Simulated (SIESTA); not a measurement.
**Energy of TaN along an even scaling of the cell**

System: TaN (Fm-3m, 2 atoms in the cell).
Method: Kohn-Sham DFT of a periodic cell, PBE, PseudoDojo 0.4 standard, converted to PSML, no spin polarisation (SIESTA 5.4.2).

The 7 runs differ only in the geometry, by an even scaling of the cell at fixed fractional positions. The structure derives from a Materials Project entry.

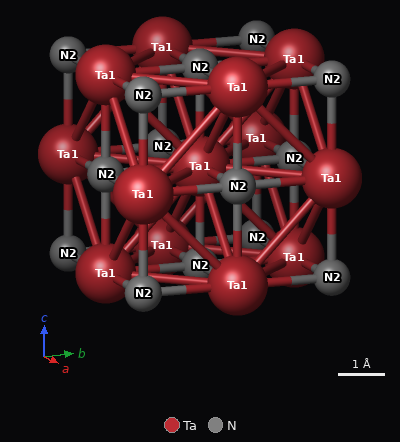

Figure 1. The structure of run 4 (ball-and-stick view of the cell 4 times as large as that of the calculation, set on its symmetry axes, seen slightly off an axis; atoms are numbered from 1 in the order of the input). An atom can appear more than once, as a periodic image.

### Input of run 4
```
SystemName                      TaN
SystemLabel                     TaN
NumberOfSpecies                 2
NumberOfAtoms                   2
%block ChemicalSpeciesLabel
  1  73 Ta
  2   7 N
%endblock ChemicalSpeciesLabel

LatticeConstant                 1.0 Ang
%block LatticeVectors
     0.0000000000     2.2113230000     2.2113230000
     2.2113230000     0.0000000000     2.2113230000
     2.2113230000     2.2113230000     0.0000000000
%endblock LatticeVectors
AtomicCoordinatesFormat         Fractional
%block AtomicCoordinatesAndAtomicSpecies
     0.5000000000     0.5000000000     0.5000000000  1  Ta
     0.0000000000     0.0000000000     0.0000000000  2  N
%endblock AtomicCoordinatesAndAtomicSpecies

%block kgrid.MonkhorstPack
   10   0   0  0.0
    0  10   0  0.0
    0   0  10  0.0
%endblock kgrid.MonkhorstPack
XC.Functional                   GGA
XC.Authors                      PBE
PAO.BasisSize                   DZP
PAO.EnergyShift                 0.003 Ry
Mesh.Cutoff                     800 Ry
OccupationFunction              FD
ElectronicTemperature           0.05 eV
MaxSCFIterations                120
SCF.MustConverge                false
SCF.Mixer.Method                Pulay
SCF.Mixer.Weight                0.25
SCF.Mixer.History               8
SCF.DM.Tolerance                5.0e-05
SCF.H.Tolerance                 1.0e-03 eV
WriteForces                     true
Charge.Mulliken                 end
Charge.Hirshfeld                end
Charge.Voronoi                  end
SaveRho                         true
SaveElectrostaticPotential      true
%block PAO.Basis
  Ta 5
  n=5 0 2
    3.138 0.000
  n=6 0 2
    7.733 0.000
  n=5 1 2
    3.782 0.000
  n=6 1 1
    7.733
  n=5 2 2
    7.181 0.000
%endblock PAO.Basis
```

Command:
```bash
siesta TaN.fdf > TaN.out 2>&1
```

Run 5 has the same physical settings and fractional positions; its lattice vectors (Å) are:
```
   0.000000    2.225968    2.225968
   2.225968    0.000000    2.225968
   2.225968    2.225968    0.000000
```

### Results, with one run withheld

```csv
run,volume per atom (Å³),"free energy per atom, from the lowest run given (meV)",pressure (GPa)
1,10.164,68.99,30.72
2,10.381,34.33,20.90
3,10.597,11.86,12.59
4,10.813,0.00,5.09
5,11.030,?,?
6,11.246,4.39,−7.73
7,11.462,18.50,−13.06
```

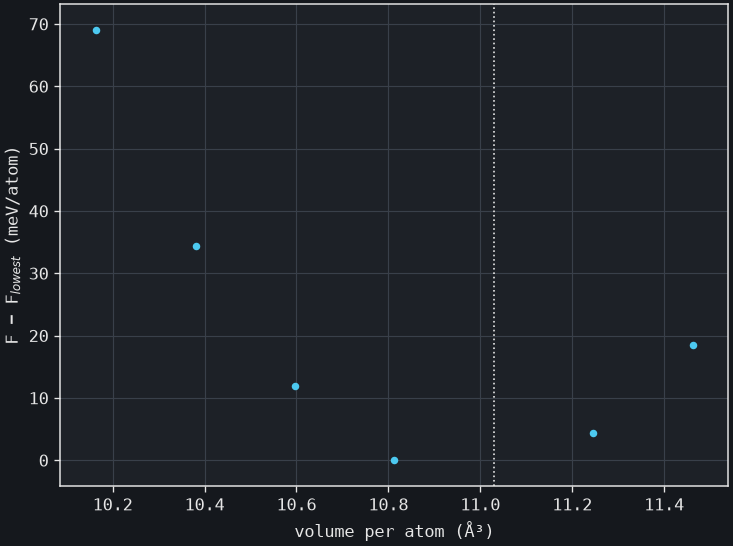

Figure 2. Free energy per atom of the runs given; the dotted line marks run 5.

What should run 5 give?

A cubic polynomial in V^(−2/3) (the Birch–Murnaghan form), fitted to the 6 runs given, misses them by at most 0.05 meV per atom. With x = V^(−2/3) − 0.20516 Å⁻², it reads F = 1.9607 + 3324.9 x + 6.3307e+05 x² + 9.15e+05 x³ (meV per atom). At run 5 it gives −2.11 meV per atom, and the run itself gives −2.15. The slope of the fit gives a pressure −dF/dV of −1.72 GPa there, and the run prints −1.76 GPa. The fit has its minimum at 10.972 Å³ per atom, where V d²F/dV² gives 333 GPa: the bulk modulus at this level, since symmetry fixes the shape and the positions.

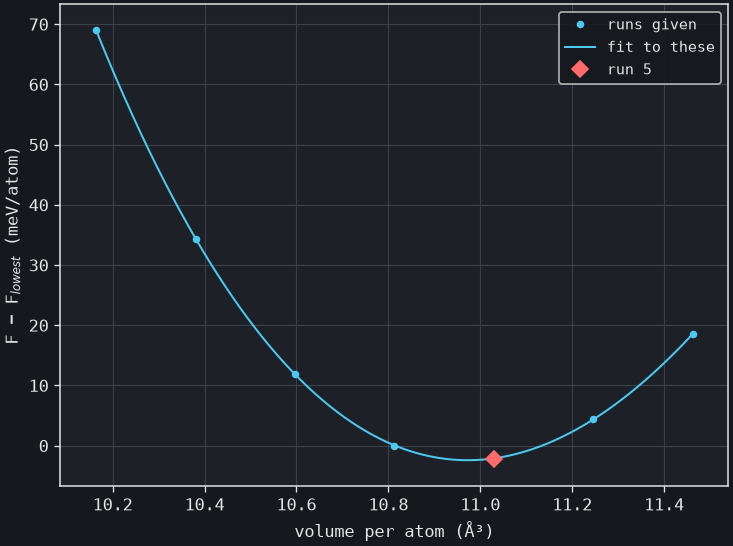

Figure 3. The fit and the withheld run.

### Some lines of the output (run 5)
```
[...]
outcell: Cell volume (Ang**3)        :     22.0590
stepf: Fermi-Dirac step function
siesta: Etot    =     -2049.250971
siesta: FreeEng =     -2049.256977
        iscf     Eharris(eV)        E_KS(eV)     FreeEng(eV)     dDmax    Ef(eV) dHmax(eV)
siesta: E_KS(eV) =            -2054.8921
siesta: E_KS - E_eggbox =     -2054.8921
siesta: Etot    =     -2054.892105
siesta: FreeEng =     -2054.899603
siesta:         Fermi =      -2.890651
siesta: Cell volume =         22.059046 Ang**3
    Orbital volume contribution        =           1.675287 eV
```

Notes: Points of doubt noted for this run: mulliken charges of long orbitals. Spin–orbit coupling is left out, which matters for Ta. With a small basis of atomic orbitals these values can differ much from converged plane-wave results.
